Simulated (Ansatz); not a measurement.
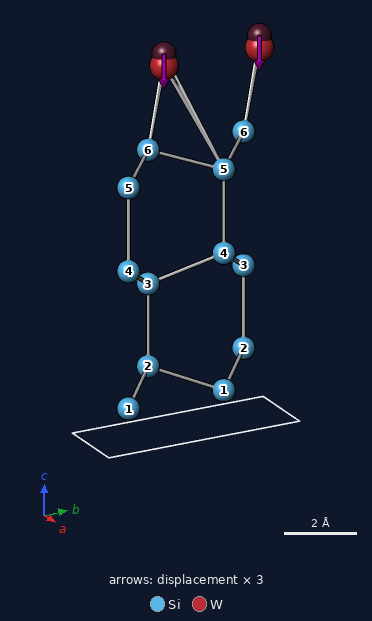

A constrained relaxation of a slab of composition Si6W (cut from the P6_3/mmc phase). The starting structure is drawn faded, the final one solid; purple arrows show the displacements, 3 times their true length.

The picture is a ball-and-stick view of the 1 × 2 repeat of the cell, outlined in the plane, without the vacuum, seen slightly off an axis.

Case: W over the place (0/6, 1/6) of the surface cell, its height relaxed. The slab is the (0 0 1) face of Si with W on it. 6 atoms are held fixed.

Theory: Ansatz 0.2.0, DFT PBEsol, scalar-relativistic, plane waves, PAW. Set-up: plane-wave cutoff 420 eV; k-point mesh 9 × 9 × 1; occupations gaussian; smearing width 0.05 eV; collinear spin; dipole correction; atoms relaxed in a fixed cell; force threshold 0.02 eV/Å; at most 25 steps.

### Which element moves most?

Tungsten: up to 0.34 Å, against 0.00 Å for silicon.

### Describe the change and its energy.

The atom that moves furthest is the W atom (0.34 Å along the normal (−c)). Si stays in place. The cell doesn't change. Near-neighbour distances that change, for instance: Si–W 2.735 → 2.405 Å, Si–W 3.733 → 3.433 Å. After 4 geometry steps the energy has fallen by 0.345 eV per cell of the calculation. Largest force component: 1.6 eV/Å at the start, 0.00066 eV/Å at the end. Cost: 8 min on 1 thread of Arm Neoverse V2 (shared host), peak memory 0.99 GiB.

Limits of the set-up: the periodic images lie only 3.8 Å apart, so the values are limited by the cell's size.
